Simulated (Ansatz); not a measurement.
H4CO: several calculations on one system

**1. Relaxation**

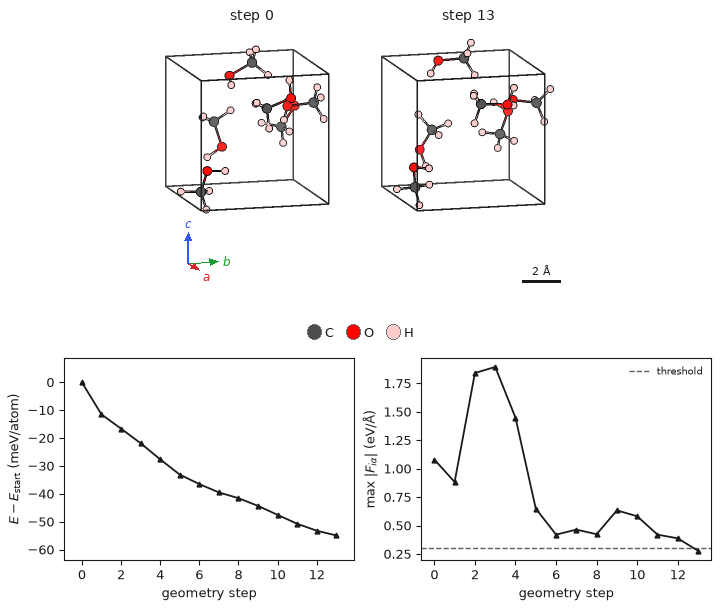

First and last geometry of a relaxation of an amorphous cell of composition H$_{4}$CO, with the history of the run. The picture is a ball-and-stick view of the cell of the calculation, seen slightly off an axis.

The cell holds 6 CH3OH. The run prepares the start of a later molecular dynamics calculation, from a guessed geometry.

Level of theory: DFT LDA, scalar-relativistic, plane waves, PAW (Ansatz 0.2.0). Settings: plane-wave cutoff 420 eV; k-point mesh 1 × 1 × 1; occupations fermi dirac; smearing width 0.05 eV; no spin polarisation; atoms relaxed in a fixed cell; force threshold 0.3 eV/Å; at most 15 steps.

Q: What do the curves and the structures tell?

A: It converged. The largest move is that of an H atom, 1.45 Å along [2 3 −3]. Largest moves by element: H 1.45 Å, O 1.16 Å, C 0.54 Å. The cell stays as it was. Among the contacts that change: H–O 0.970 → 1.005 Å, C–H 1.097 → 1.130 Å, C–O 1.423 → 1.393 Å, C–H 1.090 → 1.108 Å. Among the angles between lasting bonds that change: O–C–H 106.3° → 111.3°, O–C–H 112.3° → 108.2°, C–O–H 107.4° → 111.1°. The energy falls by 54.9 meV per atom in 13 geometry steps. The largest force component goes from 1.1 to 0.28 eV/Å.

Limits of the set-up: the program's low-accuracy preset was used; the periodic images lie only 7.1 Å apart, so the values are limited by the cell's size.

**2. Dynamics**

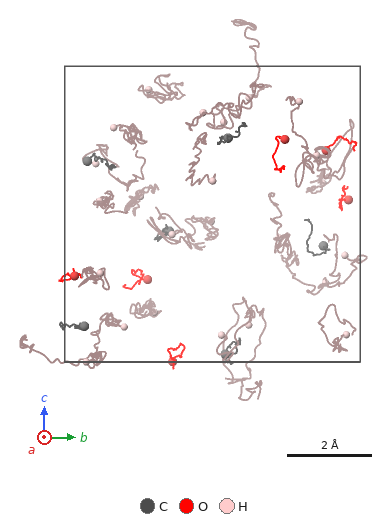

Molecular dynamics of a periodic cell with 6 CH3OH at 0.882 g/cm³, 225 fs long. Lines trace each atom's path, in the colour of its element; spheres stand at the starting positions. Seen along the a axis in the simulation cell.

Computed with DFT LDA, scalar-relativistic, plane waves, PAW (Ansatz 0.2.0). Set-up: plane-wave cutoff 420 eV; k-point mesh 1 × 1 × 1; Fermi-Dirac smearing 0.05 eV; low-accuracy preset; Langevin thermostat (NVT); set temperature 700 K; time step 0.75 fs; friction 0.02 per fs.

What do the traces tell about the motion?

Answer. Root-mean-square distances from the starting positions over the second half, with the common drift of all atoms taken out: H 1.13 Å, O 0.56 Å, C 0.53 Å. The heavy atoms stay within a fraction of a molecule's size of their starting places, while the hydrogen atoms travel further, as molecules turn; so short a run doesn't tell a liquid from a solid. Over the second half the temperature averages 732 K (spread ±90 K). The potential energy in the second half lies on average 71.6 meV per atom above the first frame.

Limits of the set-up: the program's low-accuracy preset was used; the periodic images lie only 7.1 Å apart, so the values are limited by the cell's size.

The run took 7.3 min on 1 thread of Arm Neoverse V1 (shared host), peak memory 0.36 GiB.

**3. Dynamics**

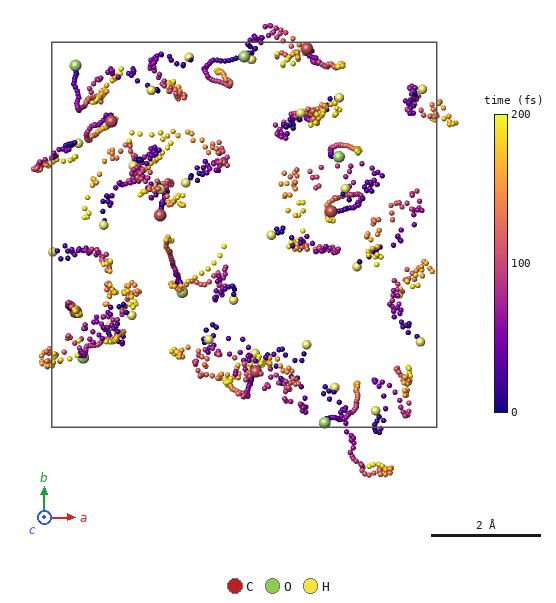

A Born-Oppenheimer molecular dynamics run of a periodic cell with 6 CH3OH at 0.882 g/cm³, 200 fs long. It starts from the last geometry of an earlier run, with fresh velocities. Dots mark each atom's position at evenly spaced times, coloured by time; spheres stand at the starting positions. Seen along the c axis in the simulation cell.

Method: DFT LDA, scalar-relativistic, plane waves, PAW (Ansatz 0.2.0). Run with plane-wave cutoff 420 eV; k-point mesh 1 × 1 × 1; Fermi-Dirac smearing 0.05 eV; low-accuracy preset; Nosé-Hoover thermostat (NVT); set temperature 700 K; time step 0.5 fs; thermostat time 50.0 fs.

### What do the traces tell about the motion?

In the second half of the run the atoms are, in the root-mean-square, this far from where they began (common drift taken out): H 1.36 Å, O 0.87 Å, C 0.63 Å. The heavy atoms stay within a fraction of a molecule's size of their starting places; so short a run doesn't tell a liquid from a solid. The conserved quantity stays between −0.38 and 0.078 meV per atom of its start. A straight-line fit has a slope that amounts to −0.16 meV per atom over 200 fs (0.2 % of the mean kinetic energy), and the ripple about it is 0.5 % of the kinetic energy's fluctuation. With a drift under 2 % and a ripple under 7 %, the integration is accurate.

Limits of the set-up: the program's low-accuracy preset was used; the periodic images lie only 7.1 Å apart, so the values are limited by the cell's size.
